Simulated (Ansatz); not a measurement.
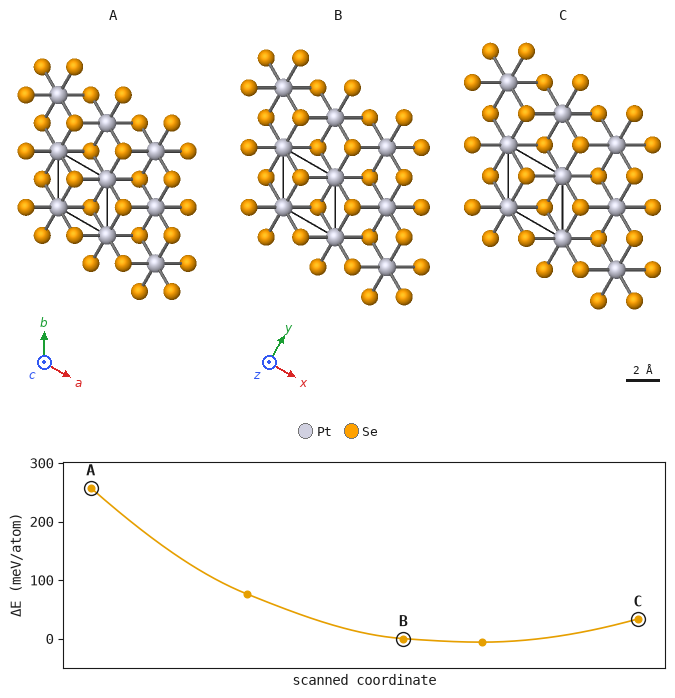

A scan of a crystal of PtSe₂ (P-3m1) along one coordinate. x, y and z are the Cartesian axes of the input. Style: ball-and-stick. Shown: the cell of the calculation, repeated 2 × 2 × 2 with one cell outlined, along the c axis.

Level of theory: Ansatz, DFT PBE+D3(BJ), scalar-relativistic, plane waves, PAW. (plane-wave cutoff 420 eV; k-point mesh 15 × 15 × 10; occupations gaussian; smearing width 0.15 eV; no spin polarisation). Energies (free energies at the smearing named) are counted from the cell as listed in its source, which wasn't relaxed.

Which coordinate changes from frame to frame?

Answer. The cell is strained equally along x and y, with the atoms kept at their fractional coordinates. In the frames the strain is −0.06 (A), 0.00 (B), 0.045 (C). Of the computed points the lowest is at the strain 0.015, −6.0 meV/atom. At the ends of the scan the energy is 257.6 meV/atom (−0.06) and 33.6 meV/atom (0.045). The unrelaxed reference is under a pressure of 3.5 GPa, which tilts the curve. The distortion keeps the space group P-3m1. At the strain −0.06 the cell of the drawing goes a 3.724 → 3.501 Å, b 3.724 → 3.501 Å.
